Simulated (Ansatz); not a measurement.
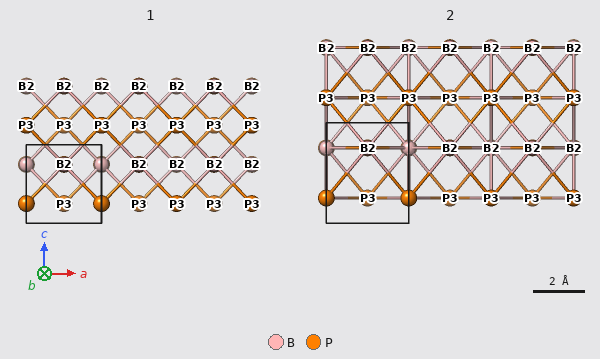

Two geometries of solid BP (a generated structure, set up in Cmcm) (coarse preliminary run), drawn at one scale. One is the start of a relaxation, the other its converged end. A ball-and-stick model of the conventional cell (2 times the calculation's cell), repeated 3 × 1 × 2 with one cell outlined, seen along the b axis. Lengths and directions refer to the drawn axes.

These are results of DFT PBE, scalar-relativistic, plane waves, PAW (Ansatz 0.2.0), not measurements. Settings: plane-wave cutoff 420 eV; k-point mesh 6 × 6 × 4; occupations gaussian; smearing width 0.1 eV; no spin polarisation; cell and atoms relaxed; force threshold 0.04 eV/Å; at most 70 steps.

Which geometry has the lower energy?

Structure 1 is the relaxed one. The largest moves relative to the cell, 0.88 Å, are those of B atoms. By element the largest moves are B 0.88 Å, P 0.07 Å. Cell: a 3.245 → 2.958 Å (−8.8 %), b 9.162 → 10.727 Å (+17.1 %), c 3.950 → 3.083 Å (−21.9 %). Volume −16.7 %. Some distances before and after: B–B 2.515 → 3.901 Å, B–P 2.623 → 3.675 Å, B–P 2.520 → 1.999 Å, B–P 2.605 → 2.147 Å. The space group stays Cmcm (No. 63). The energy falls by 3.882 eV per cell of the calculation in 14 accepted moves (16 points after the start). The largest force component goes from 0.36 to 0.018 eV/Å. The pressure goes from −24.05 to −0.04 GPa. The SCF was repeated twice at an unchanged geometry on a basis and grid sized afresh for the cell, which shifted the energy by 10.8 meV per cell of the calculation at most. Cost: 40 s on 1 thread of Intel(R) Xeon(R) Platinum 8259CL CPU @ 2.50GHz (Skylake/Cascade Lake), on a shared host, peak memory 0.41 GiB.

Limits of the set-up: the k-point mesh is coarse for a cell with partly filled bands.
